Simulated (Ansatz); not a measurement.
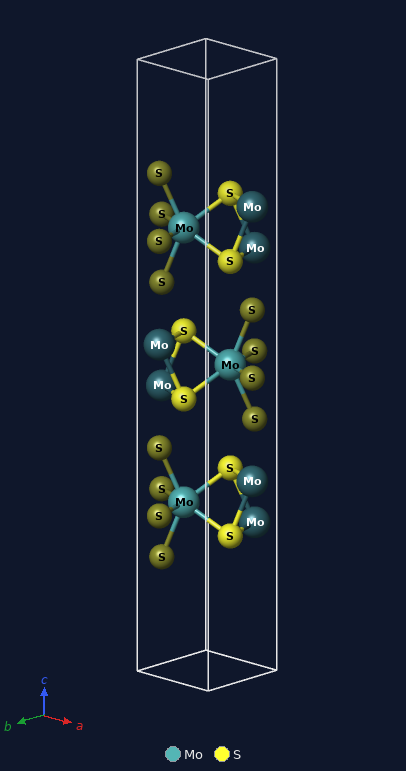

An orthographic ball-and-stick view of the structure, from a general direction. The frame is the simulation cell; atoms at its boundary are shown with their periodic copies. Atoms just outside the outline that bond to atoms inside are added, in fainter colours.

- Formula: MoS$_{2}$.
- Counting shared atoms by their share gives 3 Mo, 6 S, or 9 atoms.
- Each Mo is bonded to six S in a trigonal prismatic arrangement. About every S there are three Mo in a trigonal pyramidal arrangement. Not all metal-metal contacts are counted.
- The bonds build MoS2 layers parallel to (001).

Origin of the cell: a structure listed in the Materials Project. The cell was then strained or its atoms displaced on purpose. A calculation with Ansatz used it as input.
